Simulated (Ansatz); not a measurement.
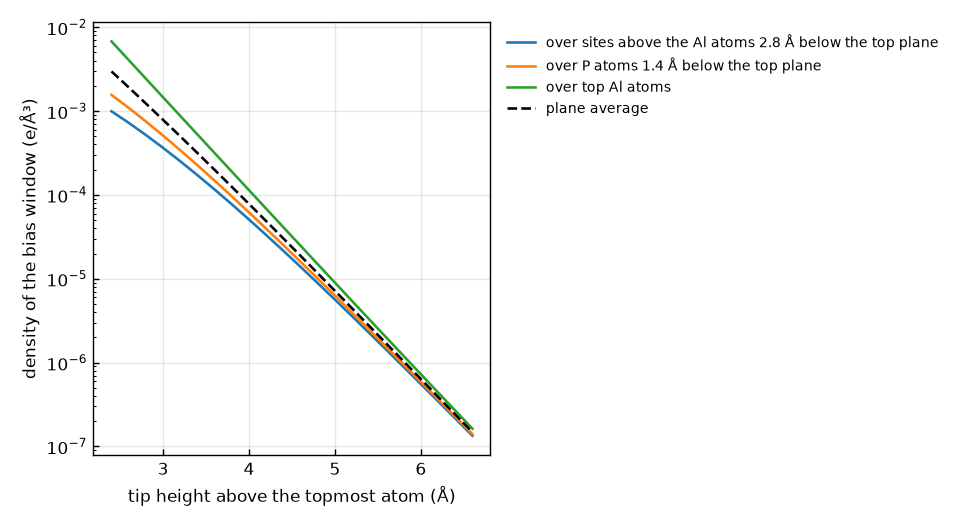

Approach curves over AlP(100) (F-43m bulk, 10 atomic planes (those closer than 0.6 Å count as one), 12 Å, Al-terminated) at a sample bias of −2.00 V.

Model: Tersoff–Hamann, s-wave tip, no tip–sample forces. Bias windows are sharp sums over the levels of the k mesh.

All numbers here come from DFT PBE, scalar-relativistic, plane waves, PAW in Ansatz. Cutoff 420 eV, 22 × 22 k-points, Gaussian smearing 0.05 eV, dipole correction. The slab is a cut without reconstruction beyond its cell, at the source's lattice constants, with its lower half held fixed and the rest relaxed. Real surfaces of this kind mostly reconstruct in larger cells, which this cell doesn't allow. No spin polarisation. The run couldn't confirm all of its levels under its output density. The run warns that the functional's potential is rough in the thin density of the vacuum, where the tip is; weak contrasts and barriers may feel it.

Estimate the decay constant and the apparent barrier, and compare with the vacuum level, which the run puts 4.91 eV above zero bias.

Near 4 Å the plane average falls as exp(−2.35 z/Å), a factor of 11 per ångström, which gives an apparent barrier of 5.3 eV (0.952 eV Å² times the slope squared). The apparent barrier is above 4.91 eV. At 4 Å the 0.25 eV of states nearest the highest filled state carry 70 % of the density.
